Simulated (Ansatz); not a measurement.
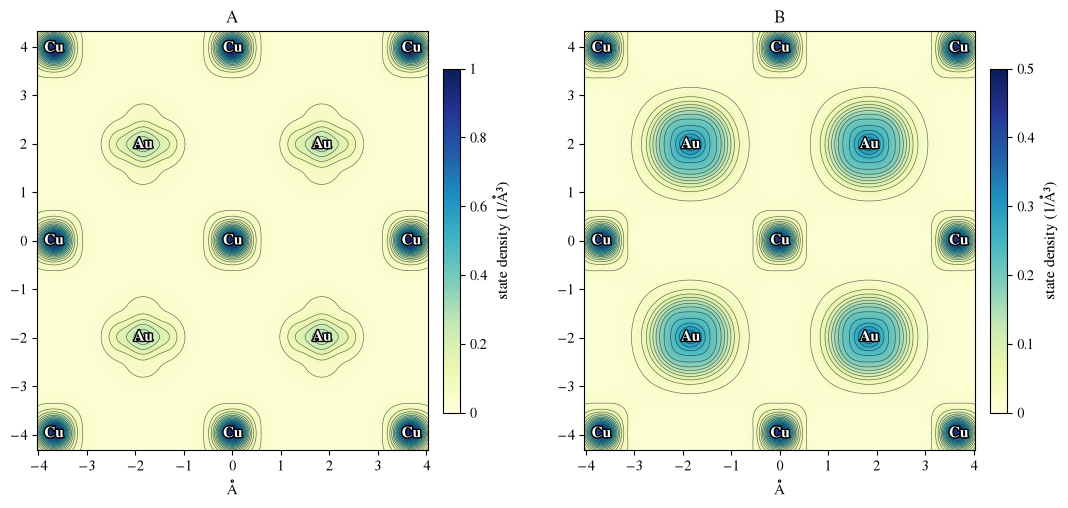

CuAu: densities of the states in two energy windows, on the (110) plane of the conventional cell.

Space group P4/mmm; the calculation finds a residual pressure of about 5 GPa at this fixed cell. Spin-orbit coupling, left out here, splits and shifts the levels of such heavy elements, by tenths of an eV up to several eV.

These are results of Ansatz, DFT PBE, scalar-relativistic, plane waves, PAW, not measurements.

In a PAW calculation such maps are meaningful between the atoms, not at the nuclei.

> Match the panels to the energy ranges (zero at the Fermi level): −6.5 to −3.3 eV and −0.25 to +0.25 eV.

Panel A: −0.25 to +0.25 eV, the states at the Fermi level, mainly Au 6s (30 %), Au 5d (25 %) and Cu 4s (20 %).
Panel B: −6.5 to −3.3 eV, the middle third of the occupied valence band, mainly Au 5d (75 %) and Cu 3d (15 %).
The characters are Löwdin shares on a minimal set of atomic orbitals.
